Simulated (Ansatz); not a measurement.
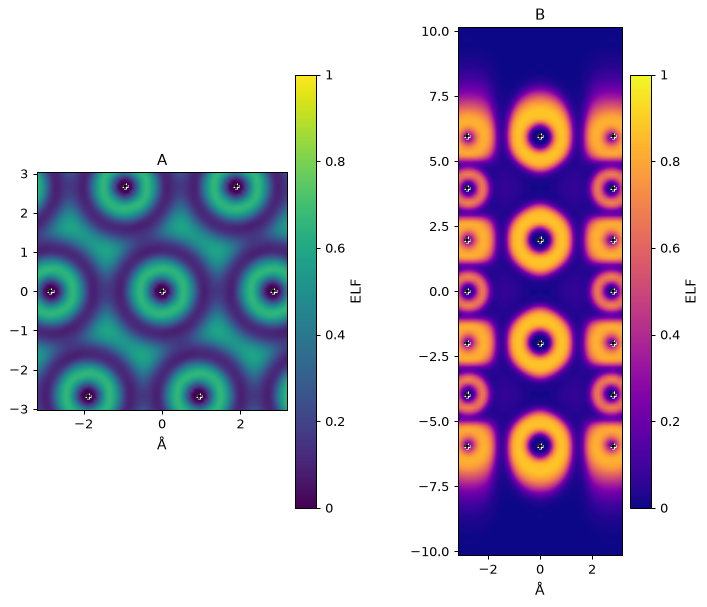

The ELF of 2 systems, each on a plane through atoms (crosses mark nuclei in the plane).

These are results of Ansatz, DFT r2SCAN, scalar-relativistic, plane waves, PAW, not measurements.

System 1: Ti, the (100) plane of the calculation cell. Space group Im-3m; computed pressure about −3 GPa in this cell; computed without spin polarisation.

System 2: Ba₄Ti₃O₁₀ (slab), the (11̄0) plane of the calculation cell, a cut from vacuum to vacuum. Not relaxed (largest force 1.1 eV/Å); computed without spin polarisation.

```
CELL_PARAMETERS angstrom
3.96987 0.00000 0.00000
0.00000 3.96987 0.00000
0.00000 0.00000 26.90961
ATOMIC_POSITIONS crystal
Ba 0.50000 0.50000 0.27871
O 0.00000 0.00000 0.27871
Ti 0.00000 0.00000 0.35247
O 0.50000 0.00000 0.35247
O 0.00000 0.50000 0.35247
Ba 0.50000 0.50000 0.42624
O 0.00000 0.00000 0.42624
Ti 0.00000 0.00000 0.50000
O 0.50000 0.00000 0.50000
O 0.00000 0.50000 0.50000
Ba 0.50000 0.50000 0.57376
O 0.00000 0.00000 0.57376
Ti 0.00000 0.00000 0.64753
O 0.50000 0.00000 0.64753
O 0.00000 0.50000 0.64753
Ba 0.50000 0.50000 0.72129
O 0.00000 0.00000 0.72129
```

### Match each panel to its system.

Panel A is system 1, Ti: the plane holds Ti. Ti–Ti (2.84 Å): the ELF is about 0.15 at the midpoint (no localised pair shows between them). Panel B is system 2, Ba₄Ti₃O₁₀: the plane holds Ba, O and Ti. Ti–O (1.98 Å): the ELF peaks at about 0.85 in the valence shell of O, 0.6 Å from its nucleus, and is about 0.20 at the midpoint; no shared electron pair shows on this line.
